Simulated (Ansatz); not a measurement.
# NaI: one change and its effect

System: NaI (P6₃/mmc, 4 atoms in the cell).
Method of run A: DFT, r2SCAN, plane waves, PAW, no spin polarisation (Ansatz 0.2.0).

The structure was built on a prototype by a generator. The geometry comes from this level: r2SCAN. Text and figures count atoms from 1; the logs count them from 0 in places.

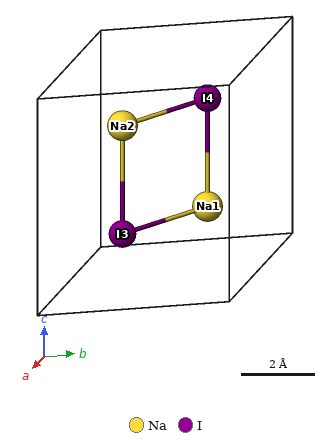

Fig. 1: The structure as given in the input (ball-and-stick view of the cell of the calculation, seen at an oblique angle; atoms are numbered from 1 in the order of the input).

### Input file, run A
```yaml
crystal:
  lattice:
    - [5.4164417949, 0.0, 0.0]
    - [-2.7082208975, 4.6907761925, 0.0]
    - [0.0, 0.0, 6.4622146386]
  atoms:
    - { symbol: Na, position: [0.3333333333, 0.6666666667, 0.25] }
    - { symbol: Na, position: [0.6666666667, 0.3333333333, 0.75] }
    - { symbol: I, position: [0.6666666667, 0.3333333333, 0.25] }
    - { symbol: I, position: [0.3333333333, 0.6666666667, 0.75] }
kpoints:
  mp_grid: { grid: [6, 6, 4] }
  band_path:
    path:
      - [0.0, 0.0, 0.0]
      - [0.5, 0.0, 0.0]
      - [0.3333333333, 0.3333333333, 0.0]
      - [0.0, 0.0, 0.5]
      - [0.5, 0.0, 0.5]
      - [0.3333333333, 0.3333333333, 0.5]
    npoints: 1
hamiltonian:
  xc: r2scan
scf:
  occupations: { method: fixed }
  n_extra_bands: 5
output:
  forces: true
  stress: true
  eigenvalues: true
```

Launched with:
```bash
ansatz run input.yaml --threads 2 --pin off --max-ram 2764MiB --backend cpu --events-out ev --progress --plain --runs-dir out
```

Hardware: 2 threads of Arm Neoverse V1, 24 GiB of memory available, shared host.

### Output, shortened to warnings, some set-up lines, iterations and results (run A)
```
Basis set: ecut = 500 eV, 4151 PW (Γ), exchange–correlation on 160×160×192 points (64 copies of the dense FFT grid, shifted against one another)
Symmetry: 24 space group operations
k-points: 21 of 144
Initial density: superposition of atomic densities (neutral atoms: chi_scale 0, normalization atom), corrected by the library's trained network
[...]
SCF iter   1: F=—  HF=-18038.992527 eV  |F-HF|=—  |Δ(HF+E_count)|=         —  Δρ=4.74e-3  dr2=1.80e-2  dr2_τ=1.12e-3  ethr=1.77e-3  ⟨swp⟩=5.4  Hψ=2224  notcnv=0  defer=59
SCF iter   2: F=—  HF=-18039.001568 eV  |F-HF|=—  |Δ(HF+E_count)|=   9.04e-3  Δρ=1.43e-3  dr2=2.05e-3  dr2_τ=4.69e-4  ethr=3.47e-5  ⟨swp⟩=3.3  Hψ=1466  notcnv=0  defer=63
SCF iter   3: F=—  HF=-18039.002110 eV  |F-HF|=—  |Δ(HF+E_count)|=   5.42e-4  Δρ=3.92e-4  dr2=2.19e-4  dr2_τ=2.00e-5  ethr=3.95e-6  ⟨swp⟩=2.0  Hψ=1218  notcnv=0  defer=63
SCF iter   4: F=—  HF=-18039.002294 eV  |F-HF|=—  |Δ(HF+E_count)|=   1.84e-4  Δρ=7.80e-5  dr2=1.33e-5  dr2_τ=3.26e-7  ethr=4.22e-7  ⟨swp⟩=2.0  Hψ=958  notcnv=0  defer=63
SCF iter   5: F=—  HF=-18039.002331 eV  |F-HF|=—  |Δ(HF+E_count)|=   3.68e-5  Δρ=2.84e-5  dr2=1.34e-6  dr2_τ=6.26e-8  ethr=2.56e-8  ⟨swp⟩=2.0  Hψ=1135  notcnv=0  defer=58
SCF iter   6: F=-18039.002332 eV  HF=-18039.002332 eV  |F-HF|=1.06e-8  |Δ(HF+E_count)|=   6.54e-7  Δρ=5.15e-6  dr2=8.06e-8  dr2_τ=2.61e-9  ethr=1.92e-10  ⟨swp⟩=12.4  Hψ=4158  …
SCF 1 converged in 6 iterations: F = -18039.002332 eV  dr2 = 8.06e-8
NSCF: frozen V_eff on 6 k-points
SCF converged after 6 iterations
Free energy (F): -18039.002332 eV
Harris-Foulkes:  -18039.002332 eV  (|F-HF|=1.06e-8)
Internal energy: -18039.002332 eV  (E = F + TS)
E sigma→0 (E₀):  -18039.002332 eV
Fermi energy:    1.177657 eV
--- Per-component energies (eV) ---
  E_band       = -1360.513379
  E_kinetic    = 619.189912
  E_local      = -7569.671116  (includes V_loc(G=0)·N_el)
  E_nonlocal   = 51.957061
  E_hartree    = 3433.117336
  E_xc         = -315.420890
  E_vxc        = -390.364326  (∫ρ·V_xc dr)
  E_paw        = -10214.934826  (= ΣΔE_a)
  E_vpaw       = -964.554877  (= ΣTr[D̂ρ^β])
  E_aug_tail   = -0.000066  (compensation charges beyond the density's cutoff)
  E_vtau       = 26.710840  (kinetic-family band-sum trace: ∫τ·v_τ [+ j·A + Jᵃ·Aᵃ] dr)
  E_ewald      = -4043.333315
  E_core_change = 0.093571  (= ΣΔE_core)
  E_smearing   = -0.000000  (= −TS)
  E_closure    = 0.000000  (closes the sum)
  Σ components = -18039.002332   (vs F -18039.002332, Δ=0.00e0)
--- Forces (eV/Å), atoms counted from 1 ---
  atom   1  Na     0.00000000    -0.00000000    -0.00000000
  atom   2  Na    -0.00000000     0.00000000     0.00000000
  atom   3  I      0.00000000    -0.00000000    -0.00000000
  atom   4  I     -0.00000000     0.00000000     0.00000000
  max |Σ_I F_I| component: 2.02e-18 eV/Å
--- Stress (GPa, compression-positive) ---
        0.009474       0.000000      -0.000000
        0.000000       0.009474      -0.000000
       -0.000000      -0.000000       0.005086
  P = ⅓ Tr σ = 0.0080 GPa (0.080 kbar)
```

For run B the input was changed thus:
```diff
-  xc: r2scan
+  xc: pbe
```

Predict how the results change.

The total energies belong to different methods, so their difference says nothing on which is more stable or more accurate. The gap on the mesh goes from 4.19 to 3.56 eV. The pressure goes from 0.01 to 0.38 GPa. The functional changes from r2SCAN to PBE. The SCF takes 9 iterations against 6. The default cutoff goes from 500 to 420 eV with the change. The plane waves at Γ go from 4151 to 3123. On the same kind of shared host run B took about 0.52 times as long.

### Output, shortened to warnings, some set-up lines, iterations and results (run B)
```
Basis set: ecut = 420 eV, 3123 PW (Γ), exchange–correlation on 80×80×90 points (8 copies of the dense FFT grid, shifted against one another)
Symmetry: 24 space group operations
k-points: 21 of 144
Initial density: superposition of atomic densities (neutral atoms: chi_scale 0, normalization atom), corrected by the library's trained network
[...]
SCF iter   1: F=—  HF=-18003.661249 eV  |F-HF|=—  |Δ(HF+E_count)|=         —  Δρ=5.23e-4  dr2=6.22e-4  ethr=1.77e-3  ⟨swp⟩=5.4  Hψ=2224  notcnv=0  defer=54
SCF iter   2: F=—  HF=-18003.659241 eV  |F-HF|=—  |Δ(HF+E_count)|=   2.01e-3  Δρ=4.34e-4  dr2=3.96e-4  ethr=1.20e-6  ⟨swp⟩=3.0  Hψ=1726  notcnv=0  defer=63
SCF iter   3: F=—  HF=-18003.659161 eV  |F-HF|=—  |Δ(HF+E_count)|=   7.99e-5  Δρ=2.87e-4  dr2=1.67e-4  ethr=7.61e-7  ⟨swp⟩=2.0  Hψ=1134  notcnv=0  defer=62
SCF iter   4: F=—  HF=-18003.659149 eV  |F-HF|=—  |Δ(HF+E_count)|=   1.15e-5  Δρ=1.16e-4  dr2=2.28e-5  ethr=3.21e-7  ⟨swp⟩=2.0  Hψ=1134  notcnv=0  defer=60
SCF iter   5: F=—  HF=-18003.659297 eV  |F-HF|=—  |Δ(HF+E_count)|=   1.48e-4  Δρ=1.89e-4  dr2=8.15e-5  ethr=4.39e-8  ⟨swp⟩=2.9  Hψ=1234  notcnv=0  defer=63
SCF iter   6: F=—  HF=-18003.659274 eV  |F-HF|=—  |Δ(HF+E_count)|=   2.36e-5  Δρ=1.07e-4  dr2=2.60e-5  ethr=4.39e-8  ⟨swp⟩=2.0  Hψ=1133  notcnv=0  defer=63
SCF iter   7: F=—  HF=-18003.659263 eV  |F-HF|=—  |Δ(HF+E_count)|=   1.04e-5  Δρ=7.17e-6  dr2=1.14e-7  ethr=4.39e-8  ⟨swp⟩=2.0  Hψ=1134  notcnv=0  defer=63
SCF iter   8: F=—  HF=-18003.659263 eV  |F-HF|=—  |Δ(HF+E_count)|=   7.06e-8  Δρ=9.25e-6  dr2=1.91e-7  ethr=1.92e-10  ⟨swp⟩=12.5  Hψ=3462  notcnv=0
SCF iter   9: F=-18003.659263 eV  HF=-18003.659263 eV  |F-HF|=5.82e-9  |Δ(HF+E_count)|=   7.40e-8  Δρ=1.80e-6  dr2=6.97e-9  ethr=1.92e-10  ⟨swp⟩=3.0  Hψ=2532  notcnv=0
SCF 1 converged in 9 iterations: F = -18003.659263 eV  dr2 = 6.97e-9
NSCF: frozen V_eff on 6 k-points
SCF converged after 9 iterations
Free energy (F): -18003.659263 eV
Harris-Foulkes:  -18003.659263 eV  (|F-HF|=5.82e-9)
Internal energy: -18003.659263 eV  (E = F + TS)
E sigma→0 (E₀):  -18003.659263 eV
Fermi energy:    1.508010 eV
--- Per-component energies (eV) ---
  E_band       = -1307.435086
  E_kinetic    = 619.496458
  E_local      = -7566.451101  (includes V_loc(G=0)·N_el)
  E_nonlocal   = 50.095700
  E_hartree    = 3431.753823
  E_xc         = -334.406111
  E_vxc        = -357.763285  (∫ρ·V_xc dr)
  E_paw        = -10160.814639  (= ΣΔE_a)
  E_vpaw       = -916.327184  (= ΣTr[D̂ρ^β])
  E_aug_tail   = -0.000079  (compensation charges beyond the density's cutoff)
  E_ewald      = -4043.333315
  E_smearing   = -0.000000  (= −TS)
  E_closure    = -0.000000  (closes the sum)
  Σ components = -18003.659263   (vs F -18003.659263, Δ=0.00e0)
--- Forces (eV/Å), atoms counted from 1 ---
  atom   1  Na     0.00000000    -0.00000000    -0.00000000
  atom   2  Na    -0.00000000     0.00000000     0.00000000
  atom   3  I      0.00000000     0.00000000    -0.00000000
  atom   4  I     -0.00000000    -0.00000000     0.00000000
  max |Σ_I F_I| component: 2.31e-18 eV/Å
--- Stress (GPa, compression-positive) ---
        0.372032       0.000000      -0.000000
        0.000000       0.372032      -0.000000
       -0.000000      -0.000000       0.407739
  P = ⅓ Tr σ = 0.3839 GPa (3.839 kbar)
```

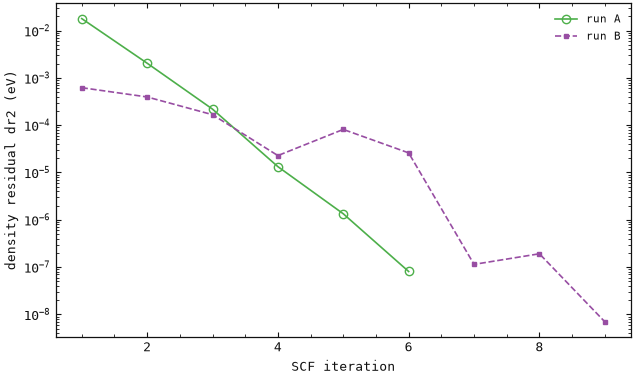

Fig. 2: Convergence of the two runs: density residual dr2 against the SCF iteration. Run A takes 6 iterations in all, and run B takes 9.

### The two runs side by side

```tsv
quantity	run A	run B
outcome	converged	converged
free energy per atom (eV)	−4509.7506	−4500.9148
gap on the mesh (eV)	4.19	3.56
pressure (GPa)	0.01	0.38
largest force (eV/Å)	0.000	0.000
SCF iterations	6	9
irreducible k-points	21	21
plane waves at Γ	4151	3123
wall time (shared host)	8.3 s	4.3 s
```
